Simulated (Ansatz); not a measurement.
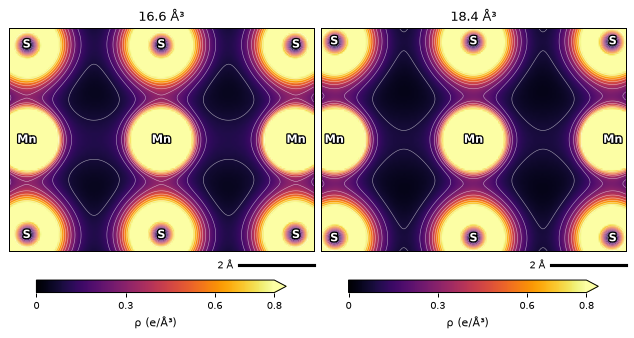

MnS. The valence pseudo-density of cells scaled evenly to different volumes (given per atom above each panel), on the (011̄) plane of each (indices in the axes of the cell below), at one length scale and on one colour scale.

Spin-polarised.

Level of theory: Ansatz, Kohn-Sham DFT of a periodic cell, r2SCAN, Ansatz PAW.

In a PAW calculation such maps are meaningful between the atoms, not at the nuclei.

The largest cell:

```xyz
2
Lattice="0.0000 2.6388 2.6388 2.6388 0.0000 2.6388 2.6388 2.6388 0.0000" Properties=species:S:1:pos:R:3 pbc="T T T"
Mn    0.0000    0.0000    0.0000
S     2.6388    2.6388    2.6388
```

| volume (Å³/atom) | Mn–S contact in the plane (Å) | ρ at its midpoint (e/Å³) | pressure (GPa) | largest moment (μB) | 
| --- | --- | --- | --- | --- |
| 16.61 | 2.551 | 0.344 | 5.1 | 4.35 | 
| 17.67 | 2.604 | ? | ? | ? | 
| 18.37 | 2.639 | 0.297 | −2.6 | 4.49 | 

**Estimate the missing row, and compare with the calculation.**

Over the known rows ln ρ falls by 1.67 per Å of Mn–S distance (the line through the two), which gives 0.315 e/Å³ at 2.604 Å; the calculation gives 0.315 e/Å³. For the pressure, a straight line in volume between the neighbouring rows gives 0.5 GPa; the calculation gives 0.5. For the largest moment, a straight line in volume between the neighbouring rows gives 4.43 μB; the calculation gives 4.45.
